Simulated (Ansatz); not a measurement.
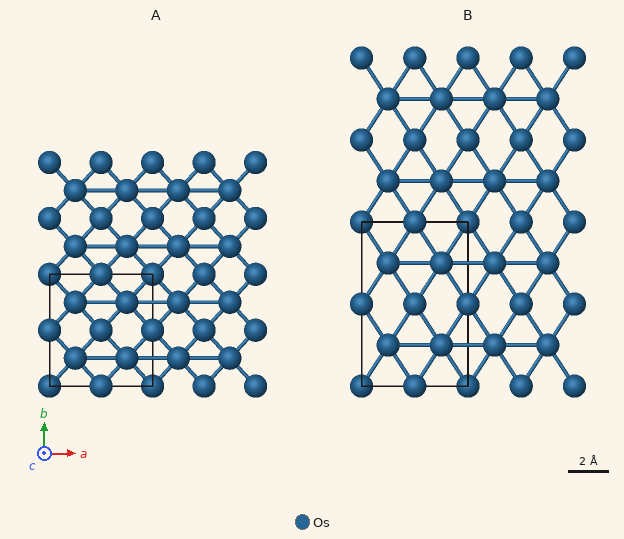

Two geometries of a crystal of Os (built on the random type) (coarse preliminary run), drawn at one scale. One is the start of a relaxation, the other its converged end. The picture is a ball-and-stick view of the conventional cell (4 times the calculation's cell), repeated 2 × 2 × 1 with one cell outlined, seen along the c axis. Lengths and directions refer to the drawn axes.

The calculation used Ansatz 0.2.0, DFT PBE, scalar-relativistic, plane waves, PAW. Settings: plane-wave cutoff 420 eV; k-point mesh 6 × 6 × 6; occupations gaussian; smearing width 0.1 eV; no spin polarisation; cell and atoms relaxed; force threshold 0.04 eV/Å; at most 70 steps.

Question: Which one is relaxed?

Answer: Structure B is the relaxed one. Case: random cell with space group Fmmm (No. 69). After 16 accepted moves (19 points after the start) the energy has fallen by 5849 meV per atom. All forces vanish by symmetry, so only the cell relaxes. Pressure: 197.35 GPa at the start and 0.04 GPa at the end. The SCF was repeated 3 times at an unchanged geometry on a basis and grid sized afresh for the cell, which shifted the energy by 159 meV per atom at most. The atoms keep their places relative to the cell (all moves are under 0.005 Å). The volume changes by +12.2 %, with a 5.269 → 5.443 Å (+3.3 %), b 5.718 → 8.391 Å (+46.7 %), c 6.568 → 4.863 Å (−26.0 %). Near-neighbour distances that change, for instance: Os–Os 2.859 → 4.196 Å, Os–Os 3.284 → 2.431 Å, Os–Os 1.944 → 2.501 Å, Os–Os 2.635 → 2.722 Å. New bonds form: Os–Os (3.28 → 2.43 Å). Bond angles that change, for instance: Os–Os–Os 94.7° → 114.1°, Os–Os–Os 85.3° → 65.9°, Os–Os–Os 132.7° → 123.0°. The space group stays Fmmm (No. 69).
